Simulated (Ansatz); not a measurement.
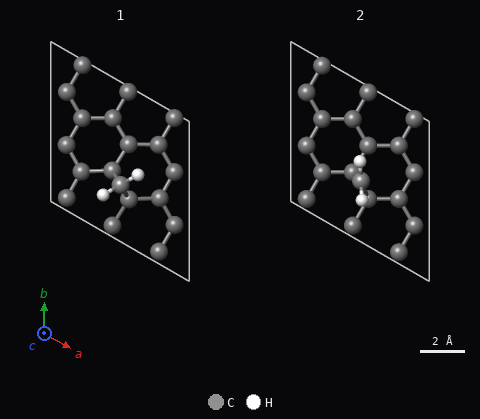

Two geometries of a slab of composition H2C19, drawn at one scale. One is the start of a relaxation, the other its converged end. The picture is a ball-and-stick view of the cell of the calculation, outlined in the plane, without the vacuum (origin shifted), seen along the c axis.

All numbers below come from DFT PBE-D3(BJ), scalar-relativistic, plane waves, PAW in Ansatz 0.2.0. Set-up: plane-wave cutoff 420 eV; k-point mesh 2 × 2 × 1; occupations gaussian; smearing width 0.02 eV; no spin polarisation; atoms relaxed in a fixed cell; force threshold 0.03 eV/Å; at most 60 steps.

Which geometry has the lower energy?

Answer. Structure 1 is the relaxed one. It is CH2 on graphene monolayer, set down by a guess. The run prepares an end point of a later path (molecule hop) calculation, from a guessed geometry. The atom that moves furthest relative to the layer's centre is an H atom (1.05 Å at 82° to the normal (+c side)). By element the largest moves are H 1.05 Å, C 0.34 Å. The lattice vectors keep their values. Among the contacts that change: C–C 1.715 → 1.516 Å, C–C 1.424 → 1.542 Å, C–C 1.424 → 1.468 Å, C–C 1.560 → 1.516 Å. Bond angles that change, for instance: C–C–H 152.3° → 116.6°, C–C–H 93.4° → 116.6°, C–C–H 137.9° → 116.6°. The energy falls by 3.032 eV per cell of the calculation in 10 accepted moves (11 points after the start). The largest force component goes from 2.9 to 0.0044 eV/Å. 1 step only repeated the SCF at the same geometry.

Limits of the set-up: the periodic images lie only 7.4 Å apart, so the values are limited by the cell's size.
